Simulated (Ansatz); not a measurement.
Zn15Se16 (cell charge −2, with a compensating background) (cell with a defect)

```
Zn Se
1.0
    -5.73176   -5.73176    5.73176
     5.73176    5.73176    5.73176
    -5.73176    5.73176   -5.73176
Zn Se
15 16
Cartesian
  2.8227 2.9519 5.6886
  -0.0860 0.0432 5.6886
  -5.7318 2.8659 2.8659
  -2.8227 5.6886 2.7798
  -5.7318 2.8659 -2.8659
  -0.0860 5.6886 0.0432
  -2.8227 2.7798 5.6886
  0.0860 5.6886 5.6886
  -2.8227 2.9519 0.0432
  2.8227 5.6886 2.9519
  -5.7318 -2.8659 2.8659
  -2.8227 0.0432 2.9519
  -11.3775 0.0432 0.0432
  -8.6408 2.7798 0.0432
  -8.6408 0.0432 2.7798
  1.3662 1.4997 1.4997
  -4.3046 4.3159 -1.4387
  -1.4500 7.1704 -1.4387
  -4.2817 1.4387 1.4387
  -1.3662 4.2320 1.4997
  1.4272 7.1476 1.4387
  -4.3046 -1.4387 4.3159
  -1.3662 1.4997 4.2320
  1.3662 4.2320 4.2320
  -1.4272 1.4387 -1.4159
  -1.4500 -1.4387 7.1704
  1.4272 1.4387 7.1476
  -1.4272 -1.4159 1.4387
  -4.2817 4.2931 4.2931
  -1.4272 7.1476 4.2931
  -1.4272 4.2931 7.1476
```

Computed with DFT PBE, scalar-relativistic, plane waves, PAW (Ansatz).

What can the converged valence pseudo-density and electron localisation function tell about the bonding?

Zn–Se (2.49 Å): ρ is about 0.45 e/Å³ halfway, with its minimum of 0.38 e/Å³ about 1.1 Å from Zn; the ELF is about 0.60 at the midpoint.

Does the calculation make it a metal, or give it a gap?

It is gapped, with a Kohn–Sham gap of 2.7 eV on the k-point mesh (the band edges may lie off the mesh, which would make the gap smaller).

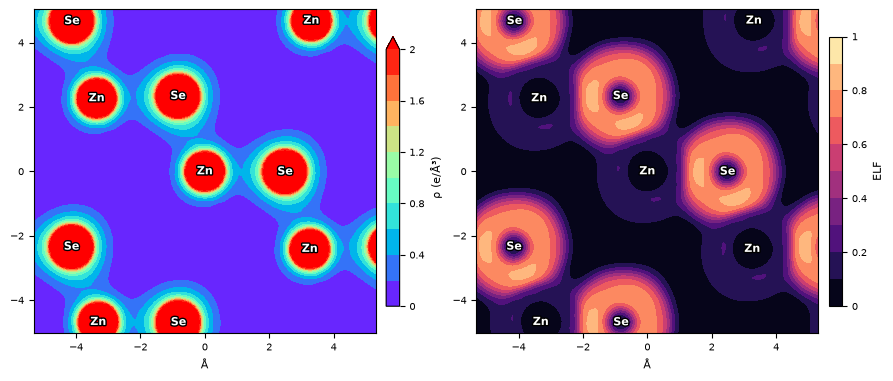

Computed valence pseudo-density and electron localisation function on the (100) plane of the calculation cell, in this order. 

In a PAW calculation such maps are meaningful between the atoms, not at the nuclei.
